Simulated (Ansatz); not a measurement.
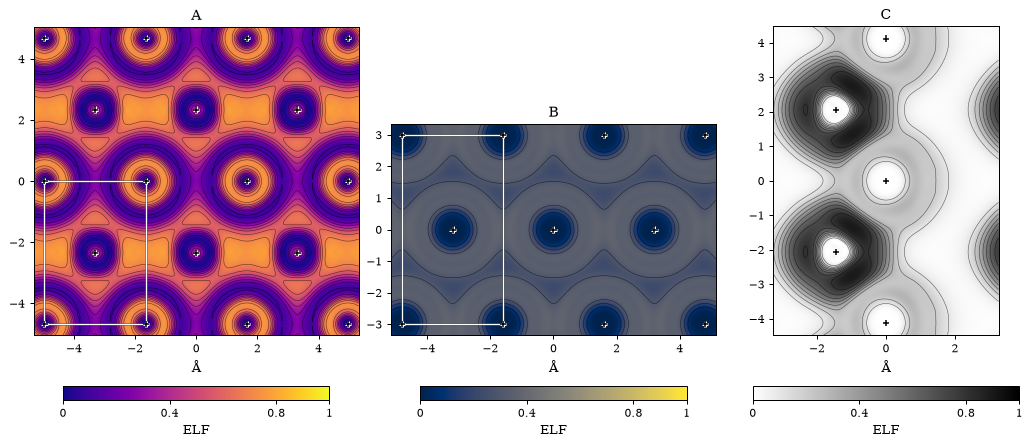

The ELF of 3 systems, each on a plane through atoms (crosses mark nuclei in the plane).

Computed with DFT LDA, scalar-relativistic, plane waves, PAW in Ansatz 0.2.0.

System 1: ScAl, the (011) plane of the conventional cell. Space group Pm-3m; a structure from a database of computed crystals, not necessarily the ambient phase.

System 2: InP, the (101) plane of the conventional cell. Space group F-43m.

System 3: Sn, the (011̄) plane of the conventional cell. Space group I4/mmm.

```
CELL_PARAMETERS angstrom
3.19915 0.00000 0.00000
0.00000 3.19915 0.00000
0.00000 0.00000 5.05117
ATOMIC_POSITIONS crystal
Sn 0.00000 0.00000 0.00000
Sn 0.50000 0.50000 0.50000
```

**Which map belongs to which system?**

Panel A is system 1, ScAl: the plane holds Sc and Al. Sc–Al (2.87 Å): the ELF peaks at about 0.60 in the valence shell of Al, 1.0 Å from its nucleus, and is about 0.25 at the midpoint (no shared electron pair shows on this line). Panel B is system 3, Sn: the plane holds Sn. Sn–Sn (3.20 Å): the ELF is about 0.35 at the midpoint. Panel C is system 2, InP: the plane holds In and P. In–P (2.52 Å): the ELF peaks at about 0.90 in the valence shell of P, 0.9 Å from its nucleus, and is about 0.55 at the midpoint.
